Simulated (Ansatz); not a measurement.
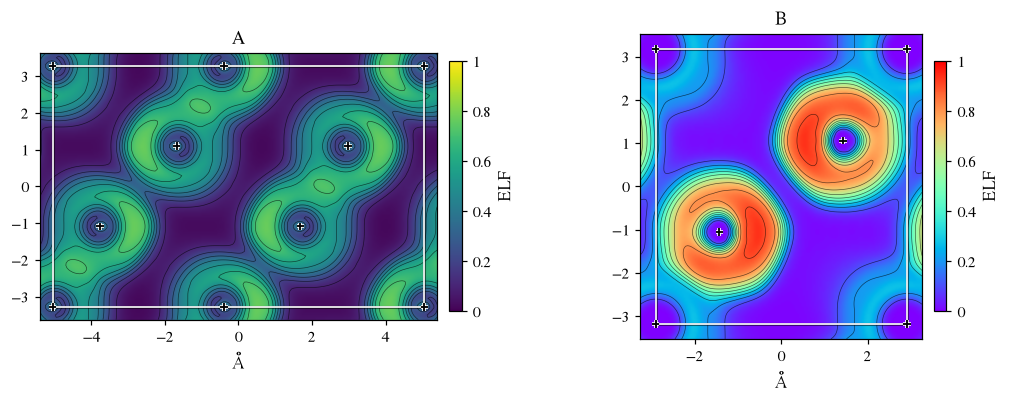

The ELF of 2 systems, each on a plane through atoms (crosses mark nuclei in the plane).

Computed with DFT PBE+D3(BJ), scalar-relativistic, plane waves, PAW in Ansatz.

System 1: As, the (110) plane of the conventional cell. Space group R-3m.

```
As
1.0
     3.78288    0.00000    0.00000
    -1.89144    3.27607    0.00000
     0.00000    0.00000   10.11417
As
6
Direct
  0.66667 0.33333 0.10305
  0.33333 0.66667 0.43638
  0.00000 0.00000 0.76971
  0.00000 0.00000 0.23029
  0.66667 0.33333 0.56362
  0.33333 0.66667 0.89695
```

System 2: SnS2, the (110) plane of the conventional cell. Space group P-3m1.

```
Sn S
1.0
     3.66863    0.00000    0.00000
    -1.83431    3.17712    0.00000
     0.00000    0.00000    5.80963
Sn S
1 2
Direct
  0.00000 0.00000 0.00000
  0.33333 0.66667 0.25447
  0.66667 0.33333 0.74553
```

Question: Match each panel to its system.

Answer: Panel A is system 1, As: the plane holds As. As–As (2.53 Å): the ELF peaks at about 0.75 between the atoms. Panel B is system 2, SnS2: the plane holds Sn and S. Sn–S (2.58 Å): the ELF peaks at about 0.85 in the valence shell of S, 0.8 Å from its nucleus, and is about 0.55 at the midpoint.
